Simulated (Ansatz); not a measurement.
Input

```
crystal:
  lattice:
    - [3.8677060711, 0.0, 0.0]
    - [-1.9338530355, 3.3495317119, 0.0]
    - [0.0, 0.0, 25.2633985449]
  atoms:
    - { symbol: Si, position: [0.3333333333, 0.6666666667, 0.2968721721] }
    - { symbol: Si, position: [0.0, 0.0, 0.3281226071] }
    - { symbol: Si, position: [0.0, 0.0, 0.4218739123] }
    - { symbol: Si, position: [0.6666666667, 0.3333333333, 0.4531243474] }
    - { symbol: Si, position: [0.6666666667, 0.3333333333, 0.5468756526] }
    - { symbol: Si, position: [0.3333333333, 0.6666666667, 0.5781260877] }
    - { symbol: Si, position: [0.3333333333, 0.6666666667, 0.6718773929] }
    - { symbol: Si, position: [0.0, 0.0, 0.7031278279] }
basis:
  ecutwfc: 420
kpoints:
  mp_grid: { grid: [9, 9, 1] }
hamiltonian:
  xc: pbe
scf:
  occupations: { method: gaussian, width: 0.05 }
output:
  forces: true
  stress: true
  eigenvalues: true
  write_density: true
  write_potential: true
  elf: true
  volumetric_format: npy
efield:
  axis: 3
  dipole_correction: true
  ramp_width: 0.04
```

Launched as:

```sh
ansatz run input.yaml --threads 1 --pin off --max-ram 2560MiB --backend cpu --events-out ev --progress --plain --runs-dir out
```

Not relaxed (largest force 0.7 eV/Å).

These are results of Ansatz, DFT PBE, scalar-relativistic, plane waves, PAW, not measurements.

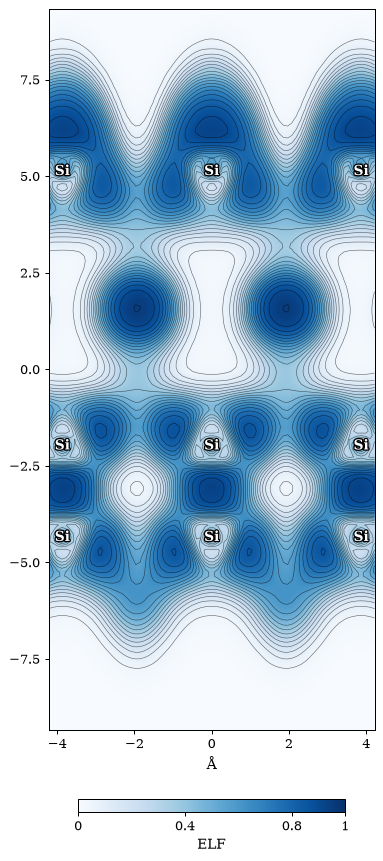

Si (slab). Electron localisation function on the (010) plane of the calculation cell, a cut from vacuum to vacuum.

Core electrons are frozen (PAW), and the valence fields are smoothed inside the atomic spheres.

### What do the fields say about this system?

- The section cuts through Si sites.
- Si–Si (2.37 Å): the ELF peaks at about 0.95 between the atoms.
- The ELF also peaks beside Si, away from the bonds: lone-pair regions.
